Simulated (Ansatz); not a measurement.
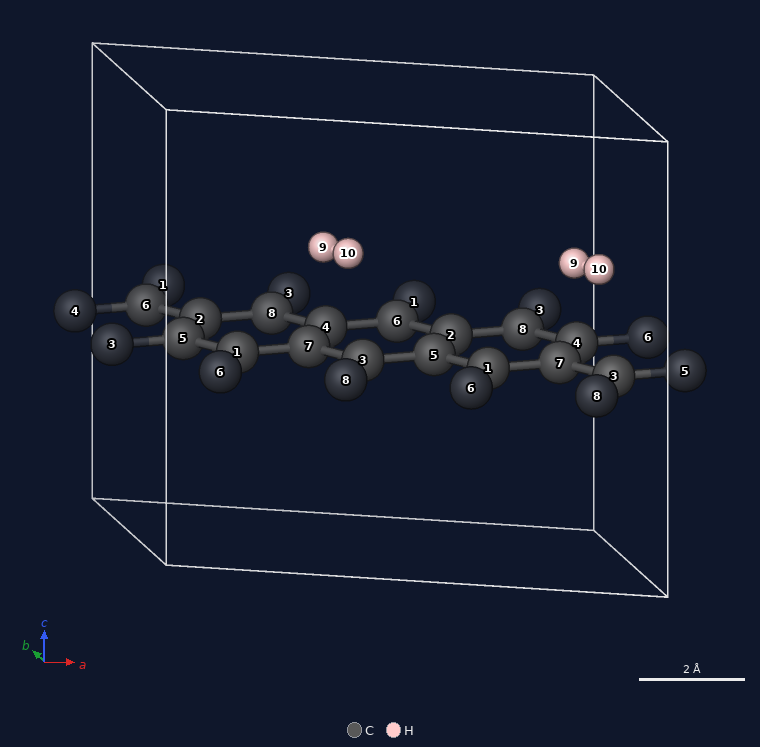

Figure 1. The input geometry (ball-and-stick view of the 2 × 1 repeat of the cell, with the vacuum cut short, seen slightly off an axis; neighbours outside the cell are drawn fainter; atoms are numbered from 1 in the order of the input). An atom can appear more than once, as a periodic image.

## C4H: single-point calculation (part 1 of 2)

The run: single-point calculation of C4H (slab, 10 atoms in the cell). Method and program: DFT PBE+D3(BJ), scalar-relativistic, plane waves, PAW, PAW set soft_1, no spin polarisation (Ansatz 0.2.0).

The structure derives from an entry of the Crystallography Open Database. Figures and captions count atoms from 1; the log counts them from 0 in places.

**The input**
```yaml
crystal:
  lattice:
    - [4.9313048818, 0.0, 0.0]
    - [-2.4656524409, 4.2706353015, 0.0]
    - [0.0, 0.0, 18.0000331943]
  atoms:
    - { symbol: C, position: [0.3333333333, 0.1666666667, 0.2222236565] }
    - { symbol: C, position: [0.3333333333, 0.6666666667, 0.2222236565] }
    - { symbol: C, position: [0.8333333333, 0.1666666667, 0.2222236565] }
    - { symbol: C, position: [0.8333333333, 0.6666666667, 0.2222236565] }
    - { symbol: C, position: [0.1666666667, 0.3333333333, 0.2222218124] }
    - { symbol: C, position: [0.1666666667, 0.8333333333, 0.2222218124] }
    - { symbol: C, position: [0.6666666667, 0.3333333333, 0.2222218124] }
    - { symbol: C, position: [0.6666666667, 0.8333333333, 0.2222218124] }
    - { symbol: H, position: [0.7119494552, 0.2880505448, 0.3361123354] }
    - { symbol: H, position: [0.7880505448, 0.2119494552, 0.3361123354] }
basis:
  ecutwfc: 420
kpoints:
  mp_grid: { grid: [6, 6, 1] }
hamiltonian:
  xc: pbe
  pseudopotentials: { kind: paw, azcp: { folder: soft_1 } }
  dispersion: d3bj
scf:
  occupations: { method: gaussian, width: 0.1 }
output:
  forces: true
  eigenvalues: true
  write_density: true
  write_potential: true
  elf: true
  volumetric_format: npy
efield:
  axis: 3
  dipole_correction: true
  ramp_width: 0.04
```

Hardware: 1 thread of Arm Neoverse V2, 24 GiB of memory available, shared host.

Command:
```bash
ansatz run input.yaml --threads 1 --pin off --max-ram 3072MiB --backend cpu --events-out ev --progress --plain --runs-dir out
```

**Log**
```
Warning: the atoms were moved onto the symmetric positions of the space group found under crystal.symmetry.tolerance 1.0e-5 (fractional; no operation is sought that the atoms, as they stand in a round, miss by more than twice it, and no atom is moved by as much as it), and the run uses the moved positions. Before a round's move an operation carried an atom to 3.32e-5 Å from where it should land, the largest such distance. Atom 0 (counting from 0) moved farthest, by 1.66e-5 Å; the longest move in fractions of the cell, of whichever atom, is 0.09 of the tolerance, in 1 round. To run the atoms as typed, lower crystal.symmetry.tolerance until the operations that they miss are no longer found, or set crystal.symmetry.detect: false (a key that needs symmetry detection or time reversal refuses this as the deck is read). The positions used, in the order of the run's atom list: position: [0.3333333333, 0.1666666667, 0.22222273445000001]; position: [0.3333333333, 0.6666666667, 0.22222273445000001]; position: [0.8333333333, 0.1666666667, 0.22222273445000001]; position: [0.8333333333, 0.6666666667, 0.22222273445000001]; position: [0.1666666667, 0.3333333333, 0.22222273445000001]; position: [0.1666666667, 0.8333333333, 0.22222273445000001]; position: [0.6666666667, 0.3333333333, 0.22222273445000001]; position: [0.6666666667, 0.8333333333, 0.22222273445000001]; position: [0.7119494552, 0.2880505448, 0.3361123354]; position: [0.7880505448, 0.2119494552, 0.3361123354]; The lattice was moved too: crystal.lattice keeps the space group found at crystal.symmetry.tolerance 1.0e-5 only nearly: the operation that it misses by the most changes a squared length by the fraction 2.23e-11. The run uses the lattice that is a stretch of the typed one, with no rotation, onto the one that keeps every operation to a double's rounding (on a very oblique basis the stretch itself rounds by more); the deck's lattice vector that moved farthest moved by 2.75e-11 Å. To run the lattice as typed, set crystal.symmetry.detect: false, as for the atoms. crystal.lattice made exact, in Å and degrees: [[4.931304881823808, 1.3745272045354223e-11, 0.0], [-2.4656524409, 4.270635301472509, 0.0], [0.0, 0.0, 18.0000331943]]. Pasted over the deck's crystal.lattice, beside positions in fractional coordinates, it runs the same cell (given as lengths and angles, that cell in the form's own orientation, a rigid turn of the misfit's size from the one run here, for which a checkpoint.post_process_only pass over this run's state can be refused: where this run relaxes nothing, give such a pass this deck's own crystal.lattice, as typed; behind a relaxation, as crystal.lattice, the state's own cell, identity.cell in its checkpoint.json), and a matrix so pasted ends this notice, except on a very skew basis of the lattice, where the rounding of the pasted numbers themselves can read as a misfit: the cell is then moved again, and that move is told again. The lattice as run is in this notice's lattice.as_run_ang field (Run.prep()["deck_notices"] in Python, the deck_notice line of an events file, deck_notices of ansatz run --dry-run=json, or deck_notices in record.json in the deck's checkpoint.write directory).
Engine: ansatz 0.2.0, aarch64-unknown-linux-gnu
Pseudopotentials: kind: paw
Pseudopotential: C, paw, valence charge 4, recommended cutoff 420 eV (normal), [file]
Pseudopotential: H, paw, valence charge 1, recommended cutoff 420 eV (normal), [file]
Functional definition: PBE
  parameter kappa = 0.804
  parameter beta = 0.06672455060314922
  exchange = pbe_x(kappa = kappa, mu = beta*pi^2/3)
  correlation = pbe_c(beta = beta)
Crystal: 10 atoms, lattice volume = 379.077 Å³
Basis set: ecut = 420 eV, 7375 PW (Γ), exchange–correlation on 72×72×250 points (8 copies of the dense FFT grid, shifted against one another)
Bands: 27, of which v1, the nominal top of the filled ones, is band 17 counted from 1 (16 counted from 0)
Symmetry: 4 space group operations
Space group: Cmm2 (ITA 35), of the structure as read, at distance tolerance 7.2e-5 Å
k-points: 13 of 36
Non-local potential: C, projectors of the file, l = 0: 2, l = 1: 2, l = 2: 1
Non-local potential: H, projectors of the file, l = 0: 2, l = 1: 1
PAW form: soft (Blöchl's): semilocal exchange-correlation on the pseudo side does not see the compensation charge
PAW one-centre angular grid: C, 110 points (default); XC on 64 Gauss nodes
PAW one-centre angular grid: H, 110 points (default); XC on 64 Gauss nodes
Initial wavefunctions: pseudopotential atomic-orbital guess
Functional: x = pbe(κ = 0.804, μ = 0.2195149727645171), c = pbe(β = 0.06672455060314922)
SCF iter   1: F=—  HF=-2044.520018 eV  |F-HF|=—  |Δ(HF+E_count)|=         —  Δρ=6.19e-2  dr2=1.24e1  ethr=3.10e-3  p=0.000 e·Å  D=1.97e-6 V/Å  ΔV_dip=-0.00 eV  dr2_dipole=5.86e-4  V_vac-E_F(+/−)=8.31/8.31 eV  ⟨swp⟩=9.4  Hψ=2093  notcnv=0  defer=12
efield: sawtooth ramp at fractional position 0.7592 (placed from the atoms, in the widest stretch of the axis that holds none; the zero of the levels goes with the place), width 0.0400; the density the first Hamiltonian is built on has a dipole p = 0.000 e·Å; the dipole correction subtracts the counter field D = 1.97e-6 V/Å, which shifts the + side's vacuum level by -0.00 eV against the − side's; the planar-averaged density in the ramp window peaks in size at 1.3e-6 e/Å³
preconditioner: auto → LDOS  [insulator: Δε(μ)=0.100 eV  Ē_g=16.264 eV  σ=0.100 eV  W_gap=0.52  n_scr=52 (ndim 8)  ℏωp=11.1 eV  f_vac=0.708  D(μ)=0.98/eV (n_scr^D=2)  ε∞_Penn≈1.5  β→1.0]
SCF iter   2: F=—  HF=-2039.577382 eV  |F-HF|=—  |Δ(HF+E_count)|=    4.94e0  Δρ=1.71e-2  dr2=8.84e-1  ethr=3.10e-3  p=-0.021 e·Å  D=-1.02e-2 V/Å  ΔV_dip=0.18 eV  dr2_dipole=2.18e-4  V_vac-E_F(+/−)=3.57/3.39 eV  ⟨swp⟩=4.3  Hψ=1053  notcnv=0  defer=46
SCF iter   3: F=—  HF=-2039.260418 eV  |F-HF|=—  |Δ(HF+E_count)|=   3.17e-1  Δρ=1.09e-3  dr2=5.94e-3  ethr=2.60e-3  p=-0.021 e·Å  D=-9.96e-3 V/Å  ΔV_dip=0.18 eV  dr2_dipole=1.11e-4  V_vac-E_F(+/−)=4.65/4.47 eV  ⟨swp⟩=3.6  Hψ=801  notcnv=0  defer=39
SCF iter   4: F=—  HF=-2039.259867 eV  |F-HF|=—  |Δ(HF+E_count)|=   5.51e-4  Δρ=3.35e-4  dr2=1.07e-3  ethr=1.75e-5  p=-0.029 e·Å  D=-1.41e-2 V/Å  ΔV_dip=0.25 eV  dr2_dipole=9.64e-5  V_vac-E_F(+/−)=4.57/4.31 eV  ⟨swp⟩=2.3  Hψ=641  notcnv=0  defer=39
SCF iter   5: F=—  HF=-2039.259630 eV  |F-HF|=—  |Δ(HF+E_count)|=   2.37e-4  Δρ=6.77e-5  dr2=2.50e-5  ethr=3.14e-6  p=-0.024 e·Å  D=-1.15e-2 V/Å  ΔV_dip=0.21 eV  dr2_dipole=2.44e-6  V_vac-E_F(+/−)=4.54/4.33 eV  ⟨swp⟩=2.0  Hψ=543  notcnv=0  defer=39
SCF iter   6: F=—  HF=-2039.259554 eV  |F-HF|=—  |Δ(HF+E_count)|=   7.57e-5  Δρ=1.54e-5  dr2=5.57e-7  ethr=7.34e-8  p=-0.025 e·Å  D=-1.20e-2 V/Å  ΔV_dip=0.22 eV  dr2_dipole=1.06e-8  V_vac-E_F(+/−)=4.54/4.33 eV  ⟨swp⟩=2.2  Hψ=529  notcnv=0  defer=39
SCF iter   7: F=-2039.259556 eV  HF=-2039.259556 eV  |F-HF|=2.42e-7  |Δ(HF+E_count)|=   1.45e-6  Δρ=3.57e-6  dr2=2.31e-8  ethr=2.94e-10  p=-0.025 e·Å  D=-1.20e-2 V/Å  ΔV_dip=0.22 eV  dr2_dipole=1.74e-17  V_vac-E_F(+/−)=4.54/4.33 eV  ⟨swp⟩=25.9  Hψ=3821  notcnv=0
SCF 1 converged in 7 iterations: F = -2039.259556 eV  dr2 = 2.31e-8
  greatest PAW one-centre occupation: 0.674 electrons in one spin orbital (limit 2), on the C atom at site 6 (counted from 0), in its partial waves of l = 0
```

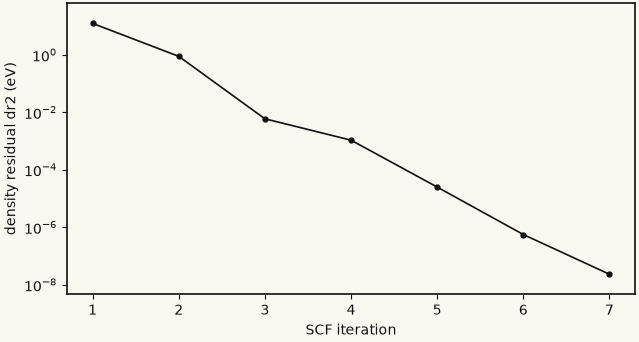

Figure 2. Convergence of the self-consistent field: density residual dr2 against the SCF iteration. The residual falls at every step.

```
WARN: The output density's exchange-correlation potential varies sharply where the density is thin. Do not read a vacuum level from v_tot or v_xc, or from such a field of the output density. On a cell that repeats whose density bears no net charge and no dipole along the vacuum's axis use v_es (v_loc + v_h of the components); under efield.dipole_correction with no amplitude use v_es + v_field, which holds any external_charges[].barrier, or the levels of the report's work_function block, which leave it out; under a non-zero efield.amplitude the vacuum is tilted and has no level; on a cell that repeats and bears such a dipole with no correction it is tilted too, and efield.dipole_correction with no amplitude gives each side of its ramp a level where efield: is served; in a cell that repeats whose density bears a net charge (total_charge, or a fill off its count) it is curved and has none; of a slab under crystal.periodic whose density bears no net charge use v_es, which has a level on each side, short of where the two are joined; of another it falls or rises all the way out and has none; of a slab beside external_charges read slab_vacuum_level instead, which it has where they leave it neutral. The grid or the basis barely resolves most such structure, and the values can differ between equally converged runs; as a rule a tighter scf.convergence.dr2_threshold does not remove it. Where the density itself ripples (under the LDA too) a higher basis.ecutwfc lessens it. The files hold the spikes' plane waves up to the density's cutoff. Files: v_tot_of_output_density and the like, and their columns of v_z.tsv (output.write_potential); v_xc_of_output_density and the like, and their columns of v_comp_z.tsv (output.write_potential_components). Measured: with its Gaussian average of σ = 0.25 Å subtracted twice, the exchange-correlation potential is over 0.1 eV at 133 of the grid points where the equally averaged density (valence and model cores) is under 1e-3 e/Å³, and 0.179 eV at the most among them, at an averaged density of 3.0e-7 e/Å³. The input density's (outcome.potential() and, of a run that writes arrays, v_tot and v_xc) is over 0.1 eV, so measured, at 921 points of its own thin density, 0.179 eV at the most. See output.write_potential in the manual, Limitations
SCF converged after 7 iterations
Free energy (F): -2039.259556 eV
Harris-Foulkes:  -2039.259556 eV  (|F-HF|=2.42e-7)
Internal energy: -2039.255175 eV  (E = F + TS)
E sigma→0 (E₀):  -2039.257365 eV
Entropy (-TS):   -0.004382 eV (-0.438 meV/atom)
```
